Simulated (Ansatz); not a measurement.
# Run report: CoO, single-point calculation (part 1 of 2)

- system: CoO (Fm-3m, 4 atoms in the cell)
- method: DFT PBE+U, scalar-relativistic, plane waves, PAW, Ueff = 3.3 eV on Co d, spin-polarised (Ansatz 0.2.0)

The structure derives from an entry of the Crystallography Open Database. Figures and captions count atoms from 1; the log counts them from 0 in places.

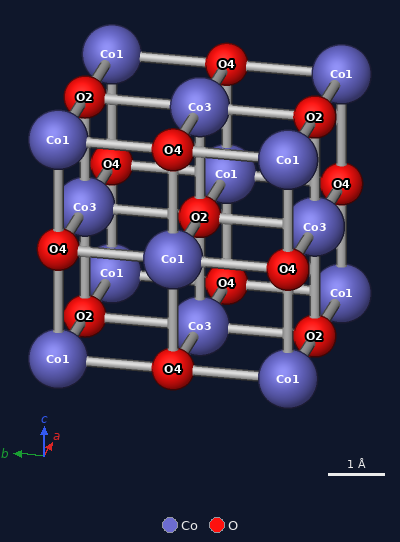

The structure as given in the input (ball-and-stick view of the cell 2 times as large as that of the calculation, set on its symmetry axes, seen at an oblique angle; atoms are numbered from 1 in the order of the input). Near neighbours in the crystal (not all of them lie inside the picture): Co has 6 O at 2.13 Å; O has 6 Co at 2.13 Å.

## Input file
```yaml
crystal:
  lattice:
    - [0.0, 2.1315, -2.1315]
    - [0.0, 2.1315, 2.1315]
    - [4.263, 0.0, 0.0]
  atoms:
    - { symbol: Co, position: [0.0, 0.0, 0.0], spin: 3.0 }
    - { symbol: O, position: [0.0, 1.0, 0.5] }
    - { symbol: Co, position: [0.5, 0.5, 0.5], spin: -3.0 }
    - { symbol: O, position: [0.5, 1.5, 1.0] }
basis:
  ecutwfc: 420
  ecutrho_ratio: 4
kpoints:
  mp_grid: { grid: [5, 5, 3] }
hamiltonian:
  xc: pbe
  hubbard: { sites: [{ species: Co, l: d, u_eff: 3.3 }] }
scf:
  occupations: { method: gaussian, width: 0.05 }
output:
  forces: true
  stress: true
  eigenvalues: true
  populations: true
  hubbard: { sites: [{ species: Co, l: d }] }
magnetization:
  spin_polarized: true
```

Hardware: 4 threads of Arm Neoverse V1, 24 GiB of memory available, shared host.

Command:
```bash
ansatz run input.yaml --threads 4 --pin off --max-ram 10240MiB --backend cpu --events-out ev --progress --plain --runs-dir out
```

## Log
```
Co: projections on atomic orbitals take those of the free atom [Ne] 3s2 3p6 3d7 4s2, of charge +0.00 (hamiltonian.pseudopotentials.projection_atoms); the dataset's partial waves leave at most 1.4e-6 of an orbital's norm unspanned inside its sphere
O: projections on atomic orbitals take those of the free atom [He] 2s2 2p4, of charge +0.00 (hamiltonian.pseudopotentials.projection_atoms); the dataset's partial waves leave at most 1.9e-8 of an orbital's norm unspanned inside its sphere
Engine: ansatz 0.2.0, aarch64-unknown-linux-gnu
Pseudopotentials: kind: paw
Pseudopotential: Co, paw, valence charge 17, recommended cutoff 420 eV (normal), Co.paw.azcp
Pseudopotential: O, paw, valence charge 6, recommended cutoff 420 eV (normal), O.paw.azcp
Functional definition: PBE
  parameter kappa = 0.804
  parameter beta = 0.06672455060314922
  exchange = pbe_x(kappa = kappa, mu = beta*pi^2/3)
  correlation = pbe_c(beta = beta)
Crystal: 4 atoms, lattice volume = 38.736 Å³
Basis set: ecut = 420 eV, 727 PW (Γ), exchange–correlation on 48×48×60 points (8 copies of the dense FFT grid, shifted against one another)
Bands: 32, of which v1, the nominal top of the filled ones, is band 23 counted from 1 (22 counted from 0)
Symmetry: 16 space group operations
Space group: P4/mmm (ITA 123), of the structure as read, at distance tolerance 3.4e-5 Å
Magnetic group: BNS 123.350 (UNI 1010), of the structure as read, at distance tolerance 3.4e-5 Å
k-points: 12 of 75
Non-local potential: Co, projectors of the file, l = 0: 3, l = 1: 2, l = 2: 3, l = 3: 1
Non-local potential: O, projectors of the file, l = 0: 2, l = 1: 2, l = 2: 1
PAW form: soft (Blöchl's): semilocal exchange-correlation on the pseudo side does not see the compensation charge
PAW one-centre angular grid: Co, 590 points (default); XC on 64 Gauss nodes
PAW one-centre angular grid: O, 110 points (default); XC on 64 Gauss nodes
Initial density: superposition of atomic densities (chi_scale 0.1, normalization cell, long waves kept (reshape's long-wave potential 0.00 eV rms))
Starting moments: Σ|m| = 6 μB on 2 of 4 sites
Starting magnetic order: antiferromagnet; a translation exchanges its spin sublattices: spin-degenerate at every k-point
Initial wavefunctions: pseudopotential atomic-orbital guess
Functional: x = pbe(κ = 0.804, μ = 0.2195149727645171), c = pbe(β = 0.06672455060314922)
SCF iter   1: F=—  HF=-11383.645786 eV  |F-HF|=—  |Δ(HF+E_count)|=         —  Δρ=2.54e-1 (↑2.54e-1 ↓2.54e-1)  dr2=5.60e1  dr2_m=7.11e0  M=0.000 μB ∫|m|=2.949 μB  β_m=0.30  ethr=3.10e-3  ⟨swp⟩=5.4  Hψ=1406  notcnv=0  defer=5
preconditioner: auto → Kerker (q_TF=auto, 2.808 Å⁻¹)  [metal: Δε(μ)=0.020 eV  Ē_g=13.000 eV  σ=0.050 eV  W_gap=0.22  n_scr=14 (ndim 8)  ℏωp=32.7 eV  f_vac=0.000  D(μ)=9.25/eV (n_scr^D=180)]
spin=Collinear: Kerker preconditioning applied to the charge; magnetization (m = ρ↑ − ρ↓) channel mixes plain (no charge-response kernel on spin).
SCF iter   2: F=—  HF=-11380.059235 eV  |F-HF|=—  |Δ(HF+E_count)|=    3.59e0  Δρ=8.48e-2 (↑8.48e-2 ↓8.48e-2)  dr2=2.97e0  dr2_m=1.05e0  M=0.000 μB ∫|m|=5.602 μB  β_m=1.00  ethr=3.10e-3  ⟨swp⟩=3.0  Hψ=914  notcnv=0  defer=35
SCF iter   3: F=—  HF=-11379.998993 eV  |F-HF|=—  |Δ(HF+E_count)|=   6.02e-2  Δρ=3.94e-2 (↑3.94e-2 ↓3.94e-2)  dr2=8.12e-1  dr2_m=4.32e-2  M=0.000 μB ∫|m|=5.529 μB  β_m=0.30  ethr=3.10e-3  ⟨swp⟩=2.7  Hψ=728  notcnv=0  defer=40
SCF iter   4: F=—  HF=-11380.751229 eV  |F-HF|=—  |Δ(HF+E_count)|=   7.52e-1  Δρ=3.69e-2 (↑3.69e-2 ↓3.69e-2)  dr2=7.60e-1  dr2_m=2.18e-1  M=0.000 μB ∫|m|=5.241 μB  β_m=0.30  ethr=1.77e-3  ⟨swp⟩=2.7  Hψ=756  notcnv=0  defer=42
Mixer restart at iter 4: flushing history
spin-set hold released at iteration 4 (site moments contracting): the magnetisation degrees of freedom join the quasi-Newton model from the next iteration; the mixer history was flushed
SCF iter   5: F=—  HF=-11381.108118 eV  |F-HF|=—  |Δ(HF+E_count)|=   3.57e-1  Δρ=2.84e-2 (↑2.84e-2 ↓2.84e-2)  dr2=1.34e-1  dr2_m=1.59e-1  M=0.000 μB ∫|m|=5.459 μB  β_m=0.55  ethr=1.65e-3  ⟨swp⟩=2.3  Hψ=564  notcnv=0  defer=42
SCF iter   6: F=—  HF=-11381.832678 eV  |F-HF|=—  |Δ(HF+E_count)|=   7.25e-1  Δρ=2.55e-2 (↑2.55e-2 ↓2.55e-2)  dr2=1.79e-1  dr2_m=1.10e-1  M=0.000 μB ∫|m|=5.577 μB  β_m=0.47  ethr=2.91e-4  ⟨swp⟩=2.3  Hψ=547  notcnv=0  defer=43
SCF iter   7: F=—  HF=-11382.327725 eV  |F-HF|=—  |Δ(HF+E_count)|=   4.95e-1  Δρ=1.54e-2 (↑1.54e-2 ↓1.54e-2)  dr2=7.34e-2  dr2_m=5.13e-2  M=0.000 μB ∫|m|=5.814 μB  β_m=0.72  ethr=2.91e-4  ⟨swp⟩=2.8  Hψ=737  notcnv=0  defer=44
SCF iter   8: F=—  HF=-11382.414309 eV  |F-HF|=—  |Δ(HF+E_count)|=   8.66e-2  Δρ=2.14e-3 (↑2.14e-3 ↓2.14e-3)  dr2=2.76e-3  dr2_m=5.31e-4  M=0.000 μB ∫|m|=5.825 μB  β_m=0.75  ethr=1.59e-4  ⟨swp⟩=2.1  Hψ=619  notcnv=0  defer=47
SCF iter   9: F=—  HF=-11382.415693 eV  |F-HF|=—  |Δ(HF+E_count)|=   1.38e-3  Δρ=1.90e-3 (↑1.90e-3 ↓1.90e-3)  dr2=1.72e-3  dr2_m=8.19e-4  M=0.000 μB ∫|m|=5.824 μB  β_m=0.81  ethr=6.01e-6  ⟨swp⟩=2.5  Hψ=700  notcnv=0  defer=47
SCF iter  10: F=—  HF=-11382.416258 eV  |F-HF|=—  |Δ(HF+E_count)|=   5.65e-4  Δρ=4.68e-4 (↑4.68e-4 ↓4.68e-4)  dr2=1.14e-4  dr2_m=2.78e-5  M=0.000 μB ∫|m|=5.825 μB  β_m=0.82  ethr=3.74e-6  ⟨swp⟩=2.0  Hψ=477  notcnv=0  defer=47
SCF iter  11: F=—  HF=-11382.416339 eV  |F-HF|=—  |Δ(HF+E_count)|=   8.14e-5  Δρ=4.58e-4 (↑4.58e-4 ↓4.58e-4)  dr2=1.03e-4  dr2_m=4.31e-5  M=0.000 μB ∫|m|=5.825 μB  β_m=0.91  ethr=2.48e-7  ⟨swp⟩=2.0  Hψ=585  notcnv=0  defer=47
SCF iter  12: F=—  HF=-11382.416332 eV  |F-HF|=—  |Δ(HF+E_count)|=   7.71e-6  Δρ=2.32e-4 (↑2.32e-4 ↓2.32e-4)  dr2=1.46e-5  dr2_m=1.33e-5  M=0.000 μB ∫|m|=5.825 μB  β_m=0.95  ethr=2.25e-7  ⟨swp⟩=2.0  Hψ=428  notcnv=0  defer=47
SCF iter  13: F=—  HF=-11382.416345 eV  |F-HF|=—  |Δ(HF+E_count)|=   1.29e-5  Δρ=3.52e-5 (↑3.52e-5 ↓3.52e-5)  dr2=2.44e-7  dr2_m=3.35e-7  M=0.000 μB ∫|m|=5.825 μB  β_m=0.98  ethr=3.17e-8  ⟨swp⟩=2.0  Hψ=468  notcnv=0  defer=47
iter 14 met the thresholds in force, and the SCF goes on: an eigenvalue changes by 0.56 meV, over its tolerance of 0.50 meV (output.eigenvalues, Limitations)
SCF iter  14: F=-11382.416345 eV  HF=-11382.416345 eV  |F-HF|=1.22e-9  |Δ(HF+E_count)|=   3.48e-7  Δρ=1.03e-5 (↑1.03e-5 ↓1.03e-5)  dr2=3.66e-8  dr2_m=2.58e-8  M=0.000 μB ∫|m|=5.825 μB  β_m=0.99  ethr=2.17e-10  ⟨swp⟩=9.3  Hψ=1692  notcnv=0
SCF iter  15: F=-11382.416345 eV  HF=-11382.416345 eV  |F-HF|=9.09e-11  |Δ(HF+E_count)|=   2.48e-8  Δρ=7.60e-7 (↑7.60e-7 ↓7.60e-7)  dr2=3.03e-10  dr2_m=1.06e-10  M=0.000 μB ∫|m|=5.825 μB  ethr=7.96e-11  ⟨swp⟩=2.0  Hψ=1125  notcnv=0
SCF 1 converged in 15 iterations: F = -11382.416345 eV  dr2 = 3.03e-10
  greatest PAW one-centre occupation: 1.004 electrons in one spin orbital (limit 2), on the Co atom at site 2 (counted from 0), in its partial waves of l = 1
Symmetry: 4 space group operations
k-points: 24 of 75
Initial density: read from a saved state, or passed on in memory by an earlier SCF of this step, an earlier step, the calling program or the single point that the run made first
Starting moments: Σ|m| = 6 μB on 2 of 4 sites; this step starts from the density that it was given
Initial wavefunctions: those read from a saved state, or passed on in memory by an earlier step or the calling program
the translation (0.5, 0.5, 0.5) carries every atom to within crystal.symmetry.tolerance of an atom of its element with the starting moment reversed, but both spin channels are solved: the run starts from a saved state that isn't shown to keep it, or this solve from the single point that its walk made first
iter 1 solved again at ethr=1.00e-12 eV; its pass at ethr=2.17e-6 eV (dr2=3.01e-10 eV) is discarded
SCF iter   1: F=—  HF=-11382.416345 eV  |F-HF|=—  |Δ(HF+E_count)|=         —  Δρ=7.58e-7 (↑7.58e-7 ↓7.58e-7)  dr2=3.01e-10  dr2_m=1.06e-10  M=0.000 μB ∫|m|=5.825 μB  ethr=1.00e-12  ⟨swp⟩=1.0  Hψ=6866  notcnv=0
preconditioner: auto → none  [insulator: Δε(μ)=0.633 eV  Ē_g=13.266 eV  σ=0.050 eV  W_gap=1.00  n_scr=14 (ndim 8)  ℏωp=32.7 eV  f_vac=0.000  D(μ)=0.00/eV (n_scr^D=0)  ε∞_Penn≈7.1]
SCF iter   2: F=—  HF=-11382.736681 eV  |F-HF|=—  |Δ(HF+E_count)|=   3.20e-1  Δρ=3.13e-3 (↑3.13e-3 ↓3.13e-3)  dr2=4.77e-3  dr2_m=1.04e-3  M=0.000 μB ∫|m|=5.741 μB  ethr=5.54e-6  ⟨swp⟩=1.6  Hψ=7773  notcnv=0
SCF iter   3: F=—  HF=-11382.756293 eV  |F-HF|=—  |Δ(HF+E_count)|=   1.96e-2  Δρ=7.41e-4 (↑7.41e-4 ↓7.41e-4)  dr2=2.53e-4  dr2_m=3.31e-5  M=0.000 μB ∫|m|=5.721 μB  ethr=2.17e-6  ⟨swp⟩=1.0  Hψ=4595  notcnv=0
SCF iter   4: F=—  HF=-11382.756775 eV  |F-HF|=—  |Δ(HF+E_count)|=   4.82e-4  Δρ=1.24e-4 (↑1.24e-4 ↓1.24e-4)  dr2=5.82e-6  dr2_m=1.26e-6  M=0.000 μB ∫|m|=5.716 μB  ethr=1.12e-6  ⟨swp⟩=1.0  Hψ=4604  notcnv=0
SCF iter   5: F=—  HF=-11382.756778 eV  |F-HF|=—  |Δ(HF+E_count)|=   3.18e-6  Δρ=3.24e-5 (↑3.24e-5 ↓3.24e-5)  dr2=6.06e-7  dr2_m=6.87e-8  M=0.000 μB ∫|m|=5.716 μB  ethr=3.58e-8  ⟨swp⟩=1.0  Hψ=3870  notcnv=0
SCF iter   6: F=-11382.756778 eV  HF=-11382.756778 eV  |F-HF|=3.31e-8  |Δ(HF+E_count)|=   2.35e-7  Δρ=7.01e-6 (↑7.01e-6 ↓7.01e-6)  dr2=3.12e-8  dr2_m=9.65e-10  M=0.000 μB ∫|m|=5.716 μB  ethr=2.17e-10  ⟨swp⟩=1.5  Hψ=4640  notcnv=0
SCF iter   7: F=-11382.756778 eV  HF=-11382.756778 eV  |F-HF|=3.32e-8  |Δ(HF+E_count)|=  1.82e-12  Δρ=7.03e-6 (↑7.02e-6 ↓7.03e-6)  dr2=3.13e-8  dr2_m=9.67e-10  M=0.000 μB ∫|m|=5.716 μB  ethr=6.78e-11  ⟨swp⟩=1.0  Hψ=4500  notcnv=0
SCF 2 converged in 7 iterations: F = -11382.756778 eV  dr2 = 3.13e-8
the translation (0.5, 0.5, 0.5) carries every atom to within crystal.symmetry.tolerance of an atom of its element with the starting moment reversed, but both spin channels are solved: the run starts from a saved state that isn't shown to keep it, or this solve from the single point that its walk made first
iter 1 solved again at ethr=6.78e-11 eV; its pass at ethr=3.10e-3 eV (dr2=3.12e-8 eV) is discarded
```
